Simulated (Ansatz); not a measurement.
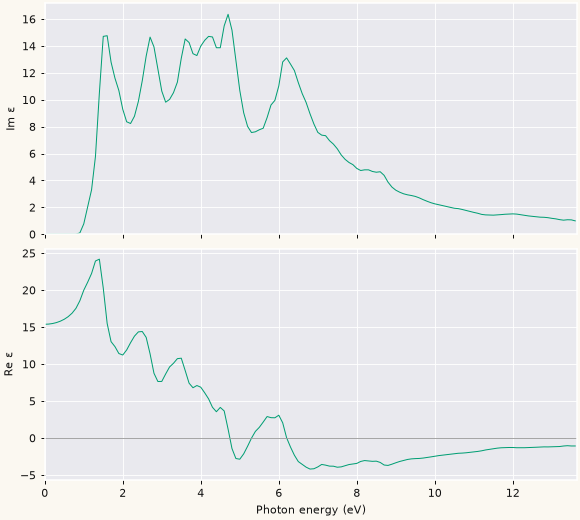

Imaginary and real parts of the dielectric function from interband transitions, 8×8×8 mesh, 0.1 eV broadening. System: ZnSe₂, space group Pa-3, 12 atoms in the cell. Method: DFT LDA, scalar-relativistic, plane waves, PAW, no spin polarisation, 6×6×6 k mesh, 420 eV cutoff, Gaussian smearing of 0.01 eV (Ansatz 0.2.0).

The smallest direct gap is 0.71 eV; Im ε reaches a twentieth of its peak at about 1.1 eV. The most prominent peaks of Im ε lie at 1.6 eV (15), 2.7 eV (15), 4.7 eV (16) and 6.2 eV (13). All three diagonal components agree, so the response is isotropic. It absorbs visible light at this level: direct transitions start below the visible range, in the infrared (semilocal gaps are too small, so the true onset lies higher).

Independent particles: no excitons or local fields. Re ε holds only the bands summed; completed, the static electronic values are 15.51.
